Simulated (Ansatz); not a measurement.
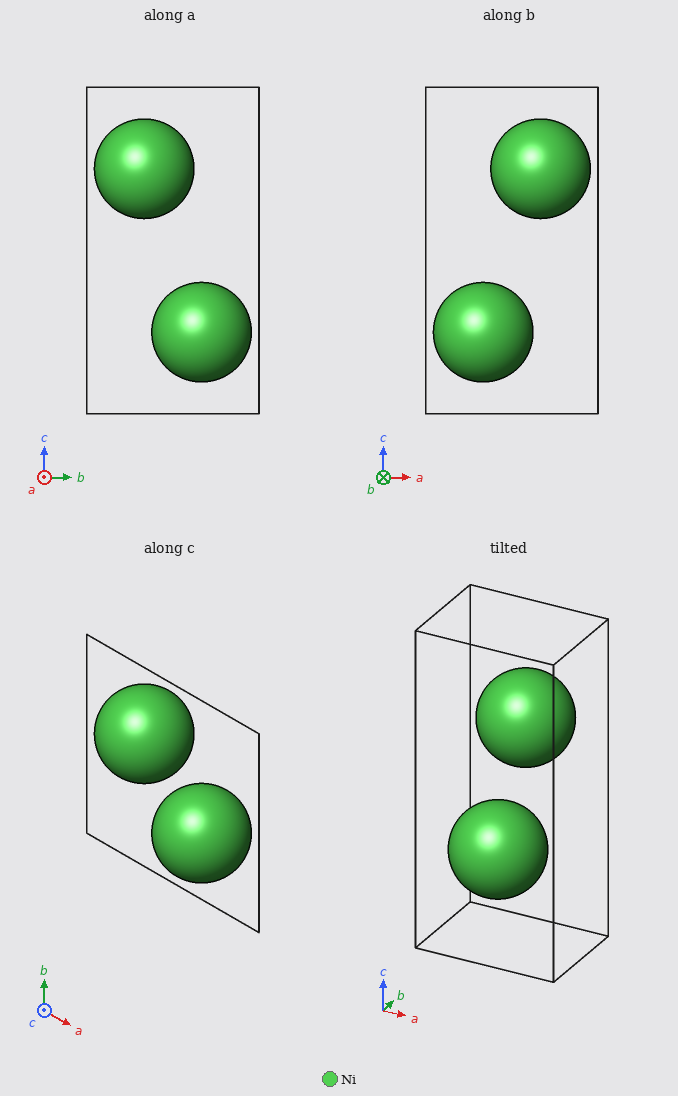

Drawn in the spheres-only manner and seen along the a axis, along the b axis, along the c axis and slightly off an axis. The outline marks the conventional unit cell.

Lattice parameters: a = 2.416 Å, b = 2.416 Å, c = 3.973 Å, α = 90.00°, β = 90.00°, γ = 120.00°.

### Record the structure as a table of Wyckoff sites.

Space group P6_3/mmc (No. 194).
| atom | site | x | y | z |
| --- | --- | --- | --- | --- |
| Ni | 2c | 0.3333 | 0.6667 | 0.2500 |

Its origin is a structure type filled with this element by a generator (whether the element takes this form wasn't checked). A relaxation with DFT, LDA (PW92), plane waves (420 eV) with PAW, scalar-relativistic in Ansatz gave the geometry drawn.
